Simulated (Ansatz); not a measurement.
**BAs2: density, localisation and related maps**

Input

```
crystal:
  lattice:
    - [3.0378592467, 0.0, 0.0]
    - [0.0, 3.0378592467, 0.0]
    - [0.0, 0.0, 6.3198056686]
  atoms:
    - { symbol: B, position: [0.0, 0.0, 0.0] }
    - { symbol: As, position: [0.5, 0.5, 0.1888225865] }
    - { symbol: As, position: [0.5, 0.5, 0.8111774135] }
basis:
  ecutwfc: 420
kpoints:
  mp_grid: { grid: [16, 16, 8] }
hamiltonian:
  xc: pbe
scf:
  occupations: { method: gaussian, width: 0.1 }
output:
  forces: true
  stress: true
  eigenvalues: true
  write_density: true
  write_potential: true
  elf: true
  volumetric_format: npy
relax:
  adjacent_minimum: "off"
  f_tol: 0.01
  max_steps: 80
  cell: { stress_tol: 0.05 }
```

Launched as:

```sh
ansatz run input.yaml --threads 1 --pin off --max-ram 2560MiB --backend cpu --events-out ev --progress --plain --runs-dir out
```

Below, planes, directions and counts refer to the conventional cell (a = 3.05 Å, b = 3.05 Å, c = 6.32 Å, α = 90.00°, β = 90.00°, γ = 90.00°).

The fields are those of the run's last geometry, not of the input's.

Space group P4/mmm; a structure generated by program, which may or may not match a known phase; computed without spin polarisation.

Theory: DFT PBE, scalar-relativistic, plane waves, PAW (Ansatz).

The density is the valence pseudo-density of a PAW calculation; it isn't the true density close to the nuclei.

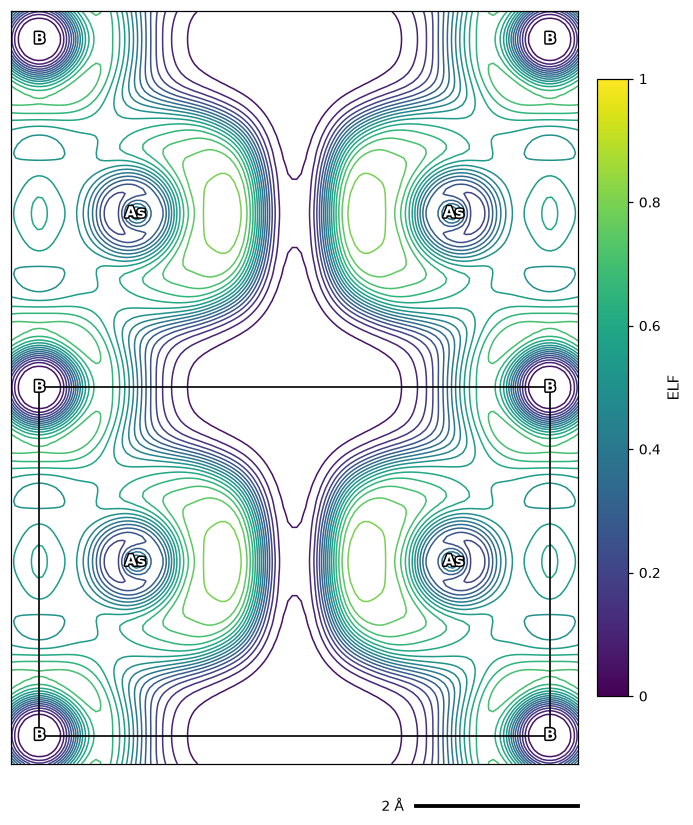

Figure 1. Electron localisation function on the (11̄0) plane of the conventional cell.

Q: What do the fields say about this system?

A: Atoms in the plane: B and As. B–As (2.46 Å): the ELF peaks at about 0.75 between the atoms.

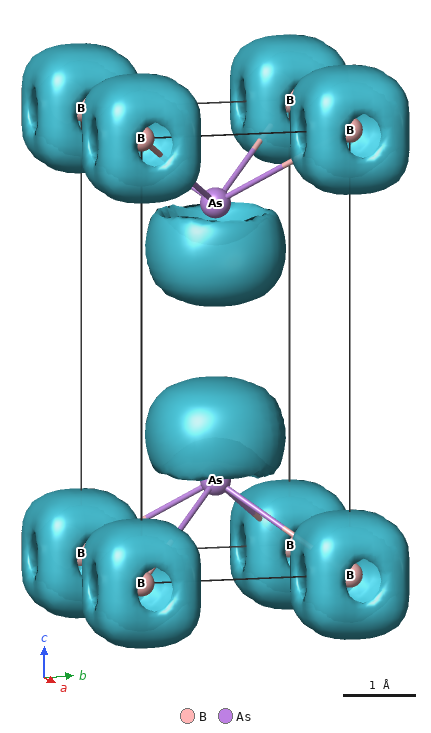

Figure 2. Isosurface of the electron localisation function at 0.65 (cyan), seen slightly off an axis. Only the valence region is drawn (cores and ρ < 0.01 e/Å³ removed). Sticks mark near contacts.

Q: Identify the bonds, lone pairs and shells in this picture.

A: The ELF exceeds this value in two lobes on As, pointing away from the bonds (lone pairs) and one region wrapped around B (its valence shell), counted in one cell of 3 atoms. Any copies at cell faces, edges or corners count once. Profiles from the grid: As–As (2.38 Å): the ELF peaks at about 0.60 between the atoms.

Q: Does the calculation give a band gap?

A: It is gapless in this calculation (a metal or semimetal).
